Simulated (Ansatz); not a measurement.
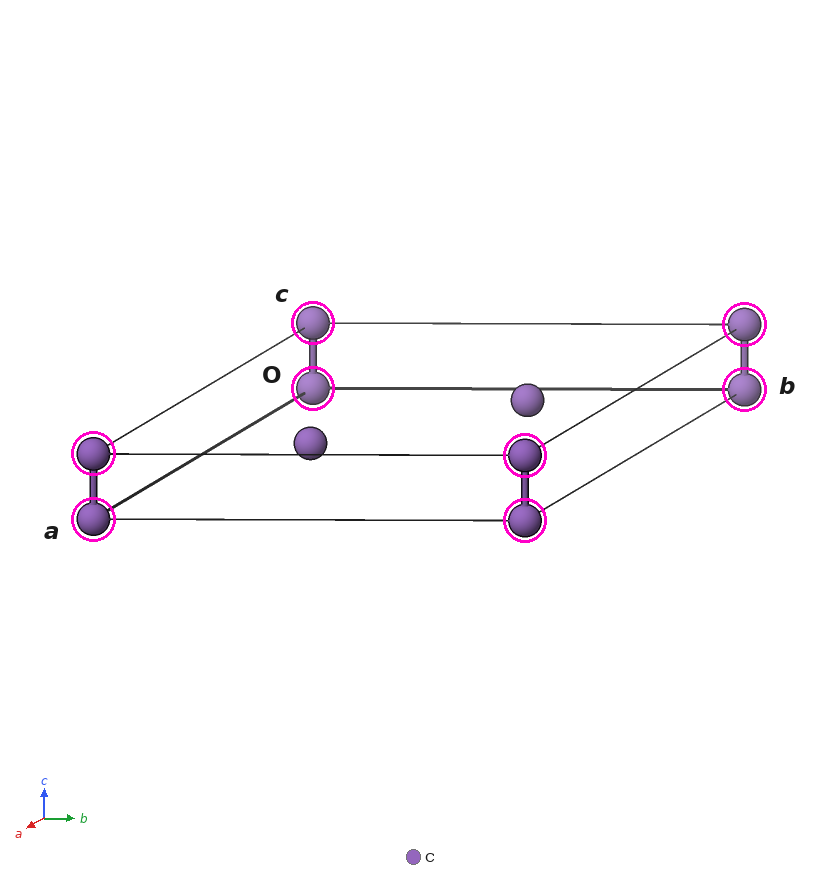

For C, the geometry relaxed with Ansatz 0.2.0, DFT, revPBE, plane waves (420 eV) with PAW, scalar-relativistic; the starting structure was generated, so it need not be a known form of this composition: one unit cell; the ringed atoms, with their copies on corners, edges and faces, form one crystallographic orbit. Symmetry computed with spglib at a tolerance of 0.002 Å; standard conventional cell.

a = 7.983 Å, b = 7.983 Å, c = 1.288 Å, α = 90.00°, β = 90.00°, γ = 120.00°; space group P6/mmm (No. 191).

Which Wyckoff position do the ringed atoms fill?

C on 1a, site symmetry 6/mmm: 24 operations a cell over 24 that keep the site give 1 atom, with 0 free parameters.

List their coordinates.

(0, 0, 0).
